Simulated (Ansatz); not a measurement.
Geometry relaxation, with input and output: Ta (part 1 of 2)

Ta (slab, 3 atoms in the cell), computed with DFT PBE, scalar-relativistic, plane waves, PAW, PAW set soft_1, no spin polarisation (Ansatz 0.2.0).

The structure derives from an entry of the Crystallography Open Database. The input holds or restrains some coordinates. Figures and captions count atoms from 1; the log counts them from 0 in places.

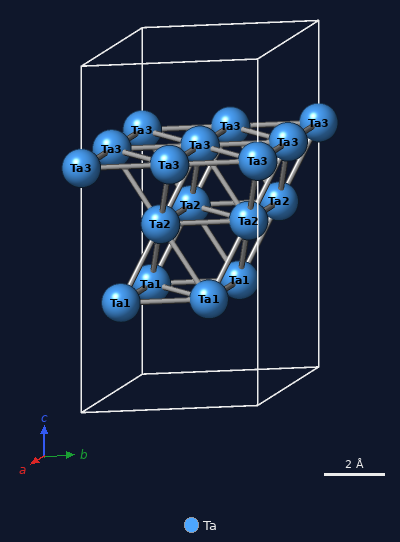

*The structure as given in the input (ball-and-stick view of the 2 × 2 repeat of the cell, with the vacuum cut short, seen slightly off an axis; atoms are numbered from 1 in the order of the input).*

### Summary

```json
{"quantity": "outcome", "value": "converged under the restraints of the input"}
{"quantity": "electrons treated", "value": "39"}
{"quantity": "free energy", "value": "−29796.7155 eV"}
{"quantity": "work function, top face", "value": "4.67 eV"}
{"quantity": "work function, bottom face", "value": "4.66 eV"}
{"quantity": "Fermi energy", "value": "4.274 eV"}
{"quantity": "gap on the k-point mesh", "value": "none (metallic)"}
{"quantity": "final volume", "value": "145.77 Å³"}
{"quantity": "work function (upper face)", "value": "4.67 eV"}
{"quantity": "largest force (length of the vector) at the end, held atoms and coordinates included", "value": "0.011 eV/Å"}
{"quantity": "hardware", "value": "4 threads of Arm Neoverse N1, 98 GiB of memory available, shared host"}
{"quantity": "wall time", "value": "11 s (CPU time 39 s)"}
{"quantity": "peak memory", "value": "0.41 GiB"}
```

### Remarks

Spin–orbit coupling is left out, which matters for Ta.

### The input
```yaml
crystal:
  lattice:
    - [2.9861803517, 0.0, 0.0]
    - [-1.4930901758, 2.5861080448, 0.0]
    - [0.0, 0.0, 18.8764120944]
  atoms:
    - { symbol: Ta, position: [0.6666666667, 0.3333333333, 0.370833184] }
    - { symbol: Ta, position: [0.3333333333, 0.6666666667, 0.5] }
    - { symbol: Ta, position: [0.0, 0.0, 0.629166816] }
basis:
  ecutwfc: 420
kpoints:
  mp_grid: { grid: [12, 12, 1] }
hamiltonian:
  xc: pbe
  pseudopotentials: { kind: paw, azcp: { folder: soft_1 } }
scf:
  occupations: { method: gaussian, width: 0.1 }
output:
  forces: true
  eigenvalues: true
relax:
  adjacent_minimum: "off"
  f_tol: 0.03
  max_steps: 50
  constraints: [{ sites: [0] }]
efield:
  axis: 3
  dipole_correction: true
  ramp_width: 0.04
```

Run as:
```bash
ansatz run input.yaml --threads 4 --pin off --max-ram 12288MiB --backend cpu --events-out ev --progress --plain --runs-dir out
```

### Output
```
Engine: ansatz 0.2.0, aarch64-unknown-linux-gnu
Pseudopotentials: kind: paw
Pseudopotential: Ta, paw, valence charge 13, recommended cutoff 420 eV (normal), [file]
Functional definition: PBE
  parameter kappa = 0.804
  parameter beta = 0.06672455060314922
  exchange = pbe_x(kappa = kappa, mu = beta*pi^2/3)
  correlation = pbe_c(beta = beta)
Crystal: 3 atoms, lattice volume = 145.775 Å³
Basis set: ecut = 420 eV, 2739 PW (Γ), exchange–correlation on 40×40×256 points (8 copies of the dense FFT grid, shifted against one another)
Bands: 24, of which v1, the nominal top of the filled ones, is band 20 counted from 1 (19 counted from 0)
Symmetry: 6 space group operations
k-points: 19 of 144 (time reversal used)
Non-local potential: Ta, projectors of the file, l = 0: 3, l = 1: 2, l = 2: 2, l = 3: 1
PAW form: soft (Blöchl's): semilocal exchange-correlation on the pseudo side does not see the compensation charge
PAW one-centre angular grid: Ta, 590 points (default); XC on 64 Gauss nodes
Initial density: superposition of atomic densities (neutral atoms: chi_scale 0, normalization atom)
Initial wavefunctions: pseudopotential atomic-orbital guess
Functional: x = pbe(κ = 0.804, μ = 0.2195149727645171), c = pbe(β = 0.06672455060314922)
SCF iter   1: F=—  HF=-29798.380542 eV  |F-HF|=—  |Δ(HF+E_count)|=         —  Δρ=3.82e-2  dr2=1.79e1  ethr=3.10e-3  p=0.000 e·Å  D=8.81e-14 V/Å  ΔV_dip=-0.00 eV  dr2_dipole=3.79e-7  V_vac-E_F(+/−)=6.82/6.82 eV  ⟨swp⟩=7.1  Hψ=2195  notcnv=0
efield: sawtooth ramp at fractional position 0.9800 (placed from the atoms, in the widest stretch of the axis that holds none; the zero of the levels goes with the place), width 0.0400; the density the first Hamiltonian is built on has a dipole p = 0.000 e·Å; the dipole correction subtracts the counter field D = 8.81e-14 V/Å, which shifts the + side's vacuum level by -0.00 eV against the − side's; the planar-averaged density in the ramp window peaks in size at 4.7e-7 e/Å³
preconditioner: auto → LDOS  [metal: Δε(μ)=0.043 eV  Ē_g=3.782 eV  σ=0.100 eV  W_gap=0.23  n_scr=12 (ndim 8)  ℏωp=11.9 eV  f_vac=0.504  D(μ)=4.51/eV (n_scr^D=14)  β→1.0]
SCF iter   2: F=—  HF=-29797.014715 eV  |F-HF|=—  |Δ(HF+E_count)|=    1.37e0  Δρ=2.33e-2  dr2=5.09e0  ethr=3.10e-3  p=0.001 e·Å  D=9.04e-4 V/Å  ΔV_dip=-0.02 eV  dr2_dipole=4.93e-4  V_vac-E_F(+/−)=3.98/4.00 eV  ⟨swp⟩=3.4  Hψ=1163  notcnv=0
SCF iter   3: F=—  HF=-29796.719906 eV  |F-HF|=—  |Δ(HF+E_count)|=   2.95e-1  Δρ=5.93e-3  dr2=1.51e-1  ethr=3.10e-3  p=-0.000 e·Å  D=-5.10e-4 V/Å  ΔV_dip=0.01 eV  dr2_dipole=2.25e-3  V_vac-E_F(+/−)=5.05/5.04 eV  ⟨swp⟩=2.5  Hψ=873  notcnv=0
SCF iter   4: F=—  HF=-29796.709990 eV  |F-HF|=—  |Δ(HF+E_count)|=   9.92e-3  Δρ=2.05e-3  dr2=1.60e-2  ethr=3.87e-4  p=0.000 e·Å  D=3.63e-5 V/Å  ΔV_dip=-0.00 eV  dr2_dipole=8.40e-8  V_vac-E_F(+/−)=4.80/4.80 eV  ⟨swp⟩=2.6  Hψ=872  notcnv=0  defer=3
SCF iter   5: F=—  HF=-29796.709356 eV  |F-HF|=—  |Δ(HF+E_count)|=   6.34e-4  Δρ=6.58e-4  dr2=6.41e-4  ethr=4.10e-5  p=-0.000 e·Å  D=-1.46e-4 V/Å  ΔV_dip=0.00 eV  dr2_dipole=7.14e-6  V_vac-E_F(+/−)=4.75/4.74 eV  ⟨swp⟩=2.5  Hψ=693  notcnv=0  defer=3
SCF iter   6: F=—  HF=-29796.709493 eV  |F-HF|=—  |Δ(HF+E_count)|=   1.37e-4  Δρ=1.86e-4  dr2=1.12e-4  ethr=1.64e-6  p=0.000 e·Å  D=3.74e-5 V/Å  ΔV_dip=-0.00 eV  dr2_dipole=2.02e-6  V_vac-E_F(+/−)=4.72/4.72 eV  ⟨swp⟩=2.6  Hψ=770  notcnv=0  defer=3
SCF iter   7: F=—  HF=-29796.709508 eV  |F-HF|=—  |Δ(HF+E_count)|=   1.52e-5  Δρ=7.21e-5  dr2=2.95e-5  ethr=2.88e-7  p=-0.000 e·Å  D=-6.51e-5 V/Å  ΔV_dip=0.00 eV  dr2_dipole=1.59e-6  V_vac-E_F(+/−)=4.70/4.70 eV  ⟨swp⟩=2.6  Hψ=775  notcnv=0  defer=3
SCF iter   8: F=-29796.709505 eV  HF=-29796.709505 eV  |F-HF|=9.86e-8  |Δ(HF+E_count)|=   2.72e-6  Δρ=2.67e-5  dr2=2.06e-6  ethr=5.77e-8  p=0.000 e·Å  D=8.78e-6 V/Å  ΔV_dip=-0.00 eV  dr2_dipole=5.52e-8  V_vac-E_F(+/−)=4.69/4.69 eV  ⟨swp⟩=9.4  Hψ=2276  notcnv=0
SCF 1 converged in 8 iterations: F = -29796.709505 eV  dr2 = 2.06e-6
  greatest PAW one-centre occupation: 0.999 electrons in one spin orbital (limit 2), on the Ta atom at site 1 (counted from 0), in its partial waves of l = 0
relax step   1: F+E_penalty+E_count = -29796.70950511 eV  Δ(F+E_penalty+E_count) = +0.000e0 eV  max|allowed force component| = 1.619e-1 eV/Å  Δτ_max = 0.0000 Å  (8 SCF iters, dr2 threshold 2.25e-5 eV, accepted)
Initial density: handed on by an earlier stage of this run
Initial wavefunctions: those handed on with the density
SCF iter   1: F=—  HF=-29796.748076 eV  |F-HF|=—  |Δ(HF+E_count)|=         —  Δρ=1.10e-2  dr2=2.79e0  ethr=3.10e-3  p=0.000 e·Å  D=8.77e-6 V/Å  ΔV_dip=-0.00 eV  dr2_dipole=1.23e0  V_vac-E_F(+/−)=4.67/4.67 eV  ⟨swp⟩=4.6  Hψ=1302  notcnv=0  defer=3
efield: sawtooth ramp at fractional position 0.9800 (handed on by an earlier solve), width 0.0400; the density the first Hamiltonian is built on has a dipole p = 0.000 e·Å; the dipole correction subtracts the counter field D = 8.77e-6 V/Å, which shifts the + side's vacuum level by -0.00 eV against the − side's; the planar-averaged density in the ramp window peaks in size at 3.0e-6 e/Å³
preconditioner: auto → LDOS  [metal: Δε(μ)=0.024 eV  Ē_g=3.474 eV  σ=0.100 eV  W_gap=0.13  n_scr=12 (ndim 8)  ℏωp=11.9 eV  f_vac=0.521  D(μ)=4.74/eV (n_scr^D=14)  β→1.0]
SCF iter   2: F=—  HF=-29796.714077 eV  |F-HF|=—  |Δ(HF+E_count)|=   3.40e-2  Δρ=3.18e-3  dr2=1.89e-1  ethr=3.10e-3  p=0.013 e·Å  D=1.64e-2 V/Å  ΔV_dip=-0.31 eV  dr2_dipole=1.06e-1  V_vac-E_F(+/−)=4.37/4.68 eV  ⟨swp⟩=1.9  Hψ=632  notcnv=0
SCF iter   3: F=—  HF=-29796.705472 eV  |F-HF|=—  |Δ(HF+E_count)|=   8.60e-3  Δρ=9.61e-4  dr2=5.90e-3  ethr=4.85e-4  p=0.003 e·Å  D=3.97e-3 V/Å  ΔV_dip=-0.08 eV  dr2_dipole=8.98e-4  V_vac-E_F(+/−)=4.58/4.65 eV  ⟨swp⟩=2.3  Hψ=620  notcnv=0
SCF iter   4: F=—  HF=-29796.704692 eV  |F-HF|=—  |Δ(HF+E_count)|=   7.80e-4  Δρ=4.43e-4  dr2=1.07e-3  ethr=1.51e-5  p=0.003 e·Å  D=3.36e-3 V/Å  ΔV_dip=-0.06 eV  dr2_dipole=7.20e-5  V_vac-E_F(+/−)=4.58/4.65 eV  ⟨swp⟩=2.4  Hψ=815  notcnv=0
SCF iter   5: F=—  HF=-29796.704607 eV  |F-HF|=—  |Δ(HF+E_count)|=   8.50e-5  Δρ=2.10e-4  dr2=2.42e-4  ethr=2.75e-6  p=0.001 e·Å  D=1.86e-3 V/Å  ΔV_dip=-0.04 eV  dr2_dipole=6.81e-9  V_vac-E_F(+/−)=4.61/4.64 eV  ⟨swp⟩=2.0  Hψ=551  notcnv=0
SCF iter   6: F=—  HF=-29796.704594 eV  |F-HF|=—  |Δ(HF+E_count)|=   1.33e-5  Δρ=6.57e-5  dr2=3.05e-5  ethr=6.21e-7  p=0.001 e·Å  D=7.97e-4 V/Å  ΔV_dip=-0.02 eV  dr2_dipole=1.54e-7  V_vac-E_F(+/−)=4.63/4.64 eV  ⟨swp⟩=2.4  Hψ=633  notcnv=0
SCF iter   7: F=—  HF=-29796.704593 eV  |F-HF|=—  |Δ(HF+E_count)|=   5.05e-7  Δρ=1.43e-5  dr2=1.91e-6  ethr=7.81e-8  p=0.000 e·Å  D=3.69e-4 V/Å  ΔV_dip=-0.01 eV  dr2_dipole=4.82e-7  V_vac-E_F(+/−)=4.63/4.64 eV  ⟨swp⟩=2.5  Hψ=691  notcnv=0
SCF iter   8: F=-29796.704593 eV  HF=-29796.704594 eV  |F-HF|=5.69e-8  |Δ(HF+E_count)|=   1.24e-7  Δρ=4.32e-6  dr2=7.46e-8  ethr=4.20e-9  p=0.000 e·Å  D=2.91e-4 V/Å  ΔV_dip=-0.01 eV  dr2_dipole=2.44e-8  V_vac-E_F(+/−)=4.64/4.64 eV  ⟨swp⟩=7.9  Hψ=2147  notcnv=0
SCF 2 converged in 8 iterations: F = -29796.704593 eV  dr2 = 7.46e-8
relax step   2: F+E_penalty+E_count = -29796.70459348 eV  Δ(F+E_penalty+E_count) = +4.912e-3 eV  max|allowed force component| = 2.671e-1 eV/Å  Δτ_max = 0.1637 Å  (8 SCF iters, dr2 threshold 1.64e-6 eV, rejected (line search))
iter 1 solved again at ethr=1.37e-3 eV; its pass at ethr=3.10e-3 eV (dr2=5.36e-1 eV) is discarded
```
